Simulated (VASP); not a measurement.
# RPA total energies of SiC (Moissanite 3C)

Wanted: where the RPA puts the energy minimum of SiC (Moissanite 3C). The scan starts from a database cell, scaled to the smallest volume of the series. The cell is of the zinc-blende type, one of the forms listed for this formula. The start is a cell from a database of measured crystal structures.

Program: VASP 6.6.1. Level of theory: LDA; plane waves and PAW (Si_GW, C_GW), in the first sound run; inputs show where later runs differ. Results are calculated unless marked as measured.

**1. Starting point**

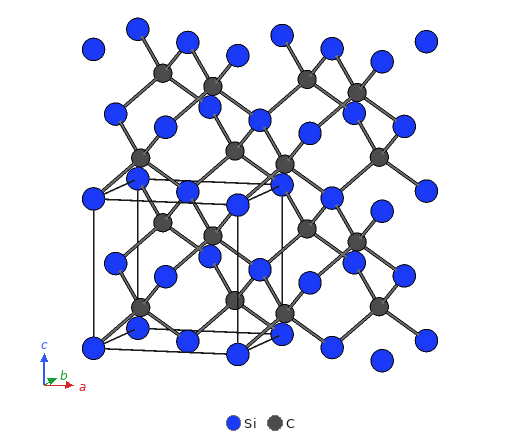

The cell as given, slightly off an axis (silicon blue, carbon dark grey). 2×1×2 cells are drawn. This picture shows the conventional cell, with its axes. Bonds to atoms that aren't drawn are left out. Some periodic images of atoms are drawn too.

Coordinates:

```
Si C
1.0
     0.00000    2.11927    2.11927
     2.11927    0.00000    2.11927
     2.11927    2.11927    0.00000
Si C
1 1
Cartesian
  0.0000 0.0000 0.0000
  3.1789 3.1789 3.1789
```

**2. Orbitals, volume ratio 0.92**

RPA gives no stress here, so the energy is scanned over volumes, at one cutoff and mesh. Volumes are given as ratios to a reference cell, and this first cell is that cell scaled to 0.92. Each point starts from LDA orbitals, tightly converged.

File INCAR:

```
SYSTEM = SiC
PREC = Accurate
ENCUT = 460
EDIFF = 1E-08
NELM = 100
ISMEAR = 0
SIGMA = 0.05
LREAL = .FALSE.
ALGO = Normal
GGA = CA
NBANDS = 10
LORBIT = 11
LWAVE = .TRUE.
LCHARG = .FALSE.
KPAR = 4
```

File POSCAR:

```
SiC
1.0
    0.0000000000      2.1192710523      2.1192710523
    2.1192710523      0.0000000000      2.1192710523
    2.1192710523      2.1192710523      0.0000000000
Si C
1 1
Direct
    0.0000000000      0.0000000000      0.0000000000
    0.7500000000      0.7500000000      0.7500000000
```

File KPOINTS:

```
Automatic mesh
0
Gamma
6 6 6
0 0 0
```

The projector-augmented-wave data sets are Si_GW and C_GW (LDA family, release 64).

Run with:

```sh
> mpirun -np 4 vasp_std
```

Log:

```text
[banner, memory and clock lines left out]
running    4 mpi-ranks, on    1 nodes
 distrk:  each k-point on    1 cores,    4 groups
 distr:  one band on    1 cores,    1 groups

 POSCAR found type information on POSCAR SiC
 POSCAR found :  2 types and       2 ions
 LDA part: xc-table for (Slater(with rela. corr.)+CA(PZ))
 , standard interpolation
 POSCAR, INCAR and KPOINTS ok, starting setup
 FFT: planning ... GRIDC
 FFT: planning ... GRID_SOFT
 FFT: planning ... GRID
 WAVECAR not read
 entering main loop
       N       E                     dE             d eps       ncg     rms          rms(c)
DAV:   1     0.199170146145E+01    0.19917E+01   -0.47067E+03   370   0.804E+02
DAV:   2    -0.184481519529E+02   -0.20440E+02   -0.19075E+02   450   0.143E+02
DAV:   3    -0.189075100152E+02   -0.45936E+00   -0.45842E+00   392   0.166E+01
DAV:   4    -0.189163292106E+02   -0.88192E-02   -0.88171E-02   406   0.281E+00
DAV:   5    -0.189167693637E+02   -0.44015E-03   -0.44012E-03   444   0.495E-01    0.767E+00
DAV:   6    -0.167082763241E+02    0.22085E+01   -0.77982E+00   446   0.182E+01    0.224E+00
DAV:   7    -0.165968706151E+02    0.11141E+00   -0.40864E-01   410   0.402E+00    0.113E+00
DAV:   8    -0.165732356057E+02    0.23635E-01   -0.33440E-02   446   0.162E+00    0.898E-02
DAV:   9    -0.165730848785E+02    0.15073E-03   -0.13796E-03   404   0.271E-01    0.410E-02
DAV:  10    -0.165730892581E+02   -0.43796E-05   -0.12142E-04   464   0.775E-02    0.800E-03
DAV:  11    -0.165730885779E+02    0.68019E-06   -0.55236E-06   426   0.196E-02    0.188E-03
DAV:  12    -0.165730885003E+02    0.77572E-07   -0.44804E-07   428   0.447E-03    0.279E-04
DAV:  13    -0.165730885058E+02   -0.55012E-08   -0.47970E-09   242   0.946E-04
   1 F= -.16573089E+02 E0= -.16573089E+02  d E =-.122104E-13
 writing wavefunctions
```

Elapsed: 3.2 s, on 4 MPI ranks of Intel Xeon Platinum 8375C at 2.90GHz (Ice Lake), shared host; peak memory 0.46 GiB; 5 s of CPU time.

Lines that name or quote the potential files are left out of all logs, and their timing lines are given in words.

OUTCAR, selected parts (step 2):

```text
ion  position               nearest neighbor table
   1  0.000  0.000  0.000-   2 1.84   2 1.84   2 1.84   2 1.84
   2  0.750  0.750  0.750-   1 1.84   1 1.84   1 1.84   1 1.84

  LATTYP: Found a face centered cubic cell.
 ALAT       =     4.2385421046

 Subroutine GETGRP returns: Found 24 space group operations
 (whereof 24 operations were pure point group operations)

The static configuration has the point symmetry T_d .

 Found     16 irreducible k-points:

   k-points           NKPTS =     16   k-points in BZ     NKDIM =     16   number of bands    NBANDS=     10

   dimension x,y,z NGX =    24 NGY =   24 NGZ =   24
   dimension x,y,z NGXF=    48 NGYF=   48 NGZF=   48

   ENCUT  =  460.0 eV  33.81 Ry    5.81 a.u.   5.24  5.24  5.24*2*pi/ulx,y,z

   NELECT =       8.0000    total number of electrons

 k-points in reciprocal lattice and weights: Automatic mesh
   0.00000000  0.00000000  0.00000000       0.005
   0.16666667  0.00000000  0.00000000       0.037
   0.33333333  0.00000000  0.00000000       0.037
   0.50000000  0.00000000  0.00000000       0.019
   0.16666667  0.16666667  0.00000000       0.028
   0.33333333  0.16666667  0.00000000       0.111
   0.50000000  0.16666667  0.00000000       0.111
  -0.33333333  0.16666667  0.00000000       0.111
  -0.16666667  0.16666667  0.00000000       0.056
[...]
-0.33333333  0.33333333  0.16666667       0.111
  -0.33333333  0.50000000  0.16666667       0.056

 average (electrostatic) potential at core
       1 -64.6601       2 -48.1742

 E-fermi :   8.9416

 k-point     1 :       0.0000    0.0000    0.0000
  band No.  band energies     occupation
      1      -7.2978      2.00000
      2       8.6956      2.00000
      3       8.6956      2.00000
      4       8.6956      2.00000
      5      15.9735      0.00000
      6      16.4749      0.00000
      7      16.4749      0.00000
      8      16.4749      0.00000
      9      23.6372      0.00000
    ...

 k-point     2 :       0.1667    0.0000    0.0000
  band No.  band energies     occupation
      1      -6.7200      2.00000
      2       6.2792      2.00000
      3       8.3580      2.00000
      4       8.3580      2.00000
      5      15.7404      0.00000
      6      17.0013      0.00000
      7      17.0013      0.00000
      8      17.7910      0.00000
      9      21.9909      0.00000
    ...

 k-point     3 :       0.3333    0.0000    0.0000
  band No.  band energies     occupation
      1      -5.0683      2.00000
      2       2.2680      2.00000
      3       7.8337      2.00000
      4       7.8337      2.00000
      5      15.0829      0.00000
      6      16.6572      0.00000
      7      16.6572      0.00000
      8      19.1049      0.00000
      9      23.4801      0.00000
    ...

  Total        1.9122098      1.9122098      1.9122098      0.0000000     -0.0000000     -0.0000000
  in kB      160.9372626    160.9372626    160.9372626      0.0000000     -0.0000000     -0.0000000
  external PRESSURE =     160.9372626 kB  Pullay stress =       0.0000000 kB

  energy-cutoff  :      460.00
  volume of cell :       19.04
      direct lattice vectors                 reciprocal lattice vectors
     0.000000000  2.119271052  2.119271052    -0.235930180  0.235930180  0.235930180
     2.119271052  0.000000000  2.119271052     0.235930180 -0.235930180  0.235930180
     2.119271052  2.119271052  0.000000000     0.235930180  0.235930180 -0.235930180

 POSITION                                       TOTAL-FORCE (eV/Angst)
 -----------------------------------------------------------------------------------
      0.00000      0.00000      0.00000         0.000000      0.000000      0.000000
      3.17891      3.17891      3.17891        -0.000000     -0.000000     -0.000000
 -----------------------------------------------------------------------------------
    total drift:                                0.000000      0.000000      0.000000

  FREE ENERGIE OF THE ION-ELECTRON SYSTEM (eV)
  ---------------------------------------------------
  free  energy   TOTEN  =       -16.5730885058 eV

  energy  without entropy=      -16.5730885058  energy(sigma->0) =      -16.57308851

 total charge
# of ion       s       p       d       tot
------------------------------------------
    1        0.698   1.021   0.248   1.967
    2        0.811   1.759   0.000   2.570
--------------------------------------------------
tot          1.509   2.780   0.248   4.538

[... 3 further parts left out ...]
```

The gap is read on the k-mesh alone, so it is an upper bound where the band edges lie off the mesh.

A gap read on the k-mesh alone can miss the band edges.

Numbers from this step:

| Property | Result |
| --- | --- |
| free energy (TOTEN) | -16.57 eV |
| Fermi energy | 8.942 eV |
| pressure | 16.09 GPa |
| gap on the k-mesh | 1.224 eV |
| least direct gap on the k-mesh | 4.586 eV |

The printed pressure carries a basis-set error: in the mean of the scan, the starting functional's lies 0.9 GPa under the slope of its energy curve.

**3. Exact exchange, volume ratio 0.92**

This step: Hartree-Fock energy on LDA orbitals; plane waves and PAW (Si_GW, C_GW) (VASP 6.6.1).

The Hartree-Fock energy is evaluated once on these orbitals (ALGO = Eigenval, NELM = 1), without letting them relax. It uses the mesh of the correlation step, and the total energy is their sum.

File INCAR:

```
SYSTEM = SiC
PREC = Accurate
ENCUT = 460
ISMEAR = 0
SIGMA = 0.05
LREAL = .FALSE.
GGA = CA
NBANDS = 10
ALGO = Eigenval
NELM = 1
LHFCALC = .TRUE.
AEXX = 1
ALDAC = 0
AGGAC = 0
PRECFOCK = Normal
LWAVE = .FALSE.
LCHARG = .FALSE.
```

POSCAR is that of step 2.

KPOINTS is that of step 2.

The WAVECAR or CHGCAR of an earlier step is read.

Run with:

```sh
> mpirun -np 4 vasp_std
```

Log:

```text
[banner, memory and clock lines left out]
running    4 mpi-ranks, on    1 nodes
 distrk:  each k-point on    4 cores,    1 groups
 distr:  one band on    1 cores,    4 groups

 POSCAR found type information on POSCAR SiC
 POSCAR found :  2 types and       2 ions
 LDA part: xc-table for (Slater(with rela. corr.)+CA(PZ))
 , standard interpolation
|                                                                             |
|           W    W    AA    RRRRR   N    N  II  N    N   GGGG   !!!           |
|           W    W   A  A   R    R  NN   N  II  NN   N  G    G  !!!           |
|           W    W  A    A  R    R  N N  N  II  N N  N  G       !!!           |
|           W WW W  AAAAAA  RRRRR   N  N N  II  N  N N  G  GGG   !            |
|           WW  WW  A    A  R   R   N   NN  II  N   NN  G    G                |
|           W    W  A    A  R    R  N    N  II  N    N   GGGG   !!!           |
|                                                                             |
|     The number of bands has been changed from the values supplied in        |
|     The orbitals not found in the WAVECAR file will be initialized with     |
|     random numbers, which is usually adequate. For correlated               |
|     calculations, however, you should redo the groundstate calculation.     |
|     I found NBANDS = 10. Now, NBANDS = 12.                                  |
|                                                                             |

 found WAVECAR, reading the header
  number of bands has changed, file:    10 present:    12
  trying to continue reading WAVECAR, but it might fail
 POSCAR, INCAR and KPOINTS ok, starting setup
 FFT: planning ... GRIDC
 FFT: planning ... GRID_SOFT
 FFT: planning ... GRID
 reading WAVECAR
 random initialization beyond band           10
 the WAVECAR file was read successfully
 initial charge from wavefunction
 entering main loop
       N       E                     dE             d eps       ncg     rms          rms(c)
EIG:   1    -0.249341417399E+02   -0.24934E+02    0.00000E+00     0   0.000E+00
   1 F= -.24934142E+02 E0= -.24934142E+02  d E =-.104440E-35
```

Run time: 11 s. Hardware: 4 MPI ranks; peak memory 0.41 GiB.

From OUTCAR (step 3):

```text
The static configuration has the point symmetry T_d .

 Found     16 irreducible k-points:

   k-points           NKPTS =     16   k-points in BZ     NKDIM =    216   number of bands    NBANDS=     12

   NELECT =       8.0000    total number of electrons

  exchange ACFDT corr.  =         0.00000000  see jH, gK, PRB 81, 115126

 E-fermi :   9.1287

 k-point     1 :       0.0000    0.0000    0.0000
  band No.  band energies     occupation
      1     -16.3335      2.00000
      2       6.1490      2.00000
      3       6.1490      2.00000
      4       6.1490      2.00000
      5      22.1220      0.00000
      6      22.7314      0.00000
      7      22.7314      0.00000
      8      22.7314      0.00000
      9      30.9743      0.00000
    ...

 k-point     2 :       0.1667    0.0000    0.0000
  band No.  band energies     occupation
      1     -15.5670      2.00000
      2       2.8711      2.00000
      3       5.7126      2.00000
      4       5.7126      2.00000
      5      21.7757      0.00000
      6      23.4646      0.00000
      7      23.4646      0.00000
      8      24.5983      0.00000
      9      28.9834      0.00000
    ...

 POSITION                                       TOTAL-FORCE (eV/Angst)
 -----------------------------------------------------------------------------------
      0.00000      0.00000      0.00000         0.000000      0.000000      0.000000
      3.17891      3.17891      3.17891        -0.000000     -0.000000     -0.000000
 -----------------------------------------------------------------------------------
    total drift:                               -0.000000     -0.000000     -0.000000

  FREE ENERGIE OF THE ION-ELECTRON SYSTEM (eV)
  ---------------------------------------------------
  free  energy   TOTEN  =       -24.9341417399 eV

  energy  without entropy=      -24.9341417399  energy(sigma->0) =      -24.93414174

[... 7 parts as in an earlier step ...]

[... 5 further parts left out ...]
```

This step gave:

- free energy (TOTEN): -24.93 eV

The Hartree-Fock energy on these orbitals is -12.4671 eV an atom.

**4. Empty bands, volume ratio 0.92**

This step: LDA; plane waves and PAW (Si_GW, C_GW) (VASP 6.6.1).

The next step needs empty bands that the ground-state run didn't converge, so the Hamiltonian is diagonalised exactly for NBANDS bands, in a single step. LOPTICS writes the k-derivatives of the orbitals (WAVEDER), which give the long-wavelength limit of the screening.

File INCAR:

```
SYSTEM = SiC
PREC = Accurate
ENCUT = 460
ISMEAR = 0
SIGMA = 0.05
LREAL = .FALSE.
GGA = CA
NBANDS = 444
ALGO = Exact
NELM = 1
LWAVE = .TRUE.
LCHARG = .FALSE.
LOPTICS = .TRUE.
NEDOS = 1000
CSHIFT = 0.1
```

POSCAR is that of step 3.

KPOINTS is that of step 3.

Run with:

```sh
> mpirun -np 4 vasp_std
```

Log:

```text
[banner, memory and clock lines left out]
running    4 mpi-ranks, on    1 nodes
 distrk:  each k-point on    4 cores,    1 groups
 distr:  one band on    1 cores,    4 groups

 POSCAR found type information on POSCAR SiC
 POSCAR found :  2 types and       2 ions
 LDA part: xc-table for (Slater(with rela. corr.)+CA(PZ))
 , standard interpolation
 found WAVECAR, reading the header
  number of bands has changed, file:    10 present:   444
  trying to continue reading WAVECAR, but it might fail
 POSCAR, INCAR and KPOINTS ok, starting setup
 FFT: planning ... GRIDC
 FFT: planning ... GRID_SOFT
 FFT: planning ... GRID
 reading WAVECAR
 random initialization beyond band           10
 the WAVECAR file was read successfully
 initial charge from wavefunction
 entering main loop
       N       E                     dE             d eps       ncg     rms          rms(c)
DIA:   1    -0.165730885076E+02   -0.16573E+02    0.00000E+00     0   0.000E+00
   1 F= -.16573089E+02 E0= -.16573089E+02  d E =-.181424E-67
 writing wavefunctions
 optical routines
 imaginary and real dielectric function
 recalculating local potential from charge density
 direction            1
 direction            2
 direction            3
```

The job ended after 4.8 s (4 MPI ranks; peak memory 0.5 GiB; 14 s of CPU time).

Parts of OUTCAR (step 4):

```text
The static configuration has the point symmetry T_d .

 Found     16 irreducible k-points:

   k-points           NKPTS =     16   k-points in BZ     NKDIM =     16   number of bands    NBANDS=    444

   NELECT =       8.0000    total number of electrons

 E-fermi :   9.3110

 k-point     1 :       0.0000    0.0000    0.0000
  band No.  band energies     occupation
      1      -7.2978      2.00000
      2       8.6957      2.00000
      3       8.6957      2.00000
      4       8.6957      2.00000
      5      15.9735      0.00000
      6      16.4749      0.00000
      7      16.4749      0.00000
      8      16.4749      0.00000
      9      23.6372      0.00000
    ...

 k-point     2 :       0.1667    0.0000    0.0000
  band No.  band energies     occupation
      1      -6.7200      2.00000
      2       6.2792      2.00000
      3       8.3581      2.00000
      4       8.3581      2.00000
      5      15.7403      0.00000
      6      17.0013      0.00000
      7      17.0013      0.00000
      8      17.7910      0.00000
      9      21.9909      0.00000
    ...

  Total        1.9122016      1.9122016      1.9122016      0.0000000      0.0000000      0.0000000
  in kB      160.9365717    160.9365717    160.9365717      0.0000000      0.0000000      0.0000000
  external PRESSURE =     160.9365717 kB  Pullay stress =       0.0000000 kB

 POSITION                                       TOTAL-FORCE (eV/Angst)
 -----------------------------------------------------------------------------------
      0.00000      0.00000      0.00000        -0.000000     -0.000000     -0.000000
      3.17891      3.17891      3.17891         0.000000      0.000000      0.000000
 -----------------------------------------------------------------------------------
    total drift:                                0.000000      0.000000      0.000000

  FREE ENERGIE OF THE ION-ELECTRON SYSTEM (eV)
  ---------------------------------------------------
  free  energy   TOTEN  =       -16.5730885076 eV

  energy  without entropy=      -16.5730885076  energy(sigma->0) =      -16.57308851

 plasma frequency squared (from intraband transitions) (eV^2)
  --------------------------------------------------------------------------------------
       0.000      -0.000       0.000
      -0.000       0.000      -0.000
       0.000      -0.000       0.000

[... 10 parts as in an earlier step ...]

[... 2 further parts left out ...]
```

WAVECAR now holds 444 bands for 8 electrons. Its independent-particle dielectric tensor has xx, yy, zz = 7.7, 7.7, 7.7 on this mesh, which isn't tested for convergence in mesh or bands and lacks local fields.

(Continued in part 2 of 6.)

[Lines on the potential files, build, host, timing and source positions are cut from VASP's logs without a mark.]

[Logs are printed without paths, hosts, clocks, repeated set-up lines and the standing remarks that a program may print on its own settings, such as how far it seeks lower states.]

[Hosts, paths, dates, database ids (printed as entryN), source tags and the programs' standing remarks are cut or masked in the printed files.]

[Pressures printed for these runs are not shown converged in the cutoff: they can be off by several GPa and have the wrong sign.]
